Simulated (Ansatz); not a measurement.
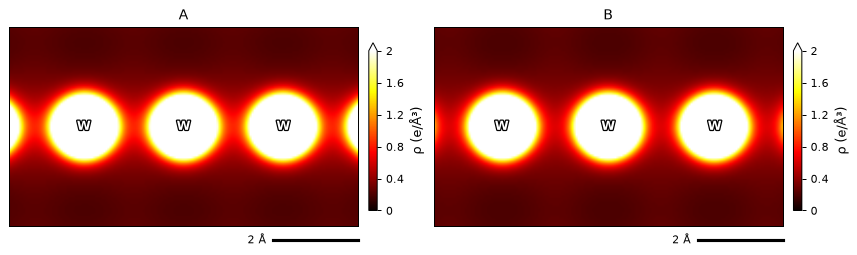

W. The valence pseudo-density of two cells that differ in size and shape, on the (101̄) plane of each (indices in the axes of the calculation cell), at one length scale and on one colour scale; one has 14.7 and the other 15.5 Å³ an atom.

Level of theory: Ansatz 0.2.0, DFT LDA, scalar-relativistic, plane waves, PAW.

In a PAW calculation such maps are meaningful between the atoms, not at the nuclei.

Which is the denser cell? Describe the effect of the change.

Panel A is the smaller cell, by 5 % in volume. From the larger cell to the smaller, W–W goes from 2.49 to 2.34 Å, and the density at its midpoint from 0.64 to 0.84 e/Å³; the pressure goes from 13 to 41 GPa.

PAW datasets: the set soft_1.
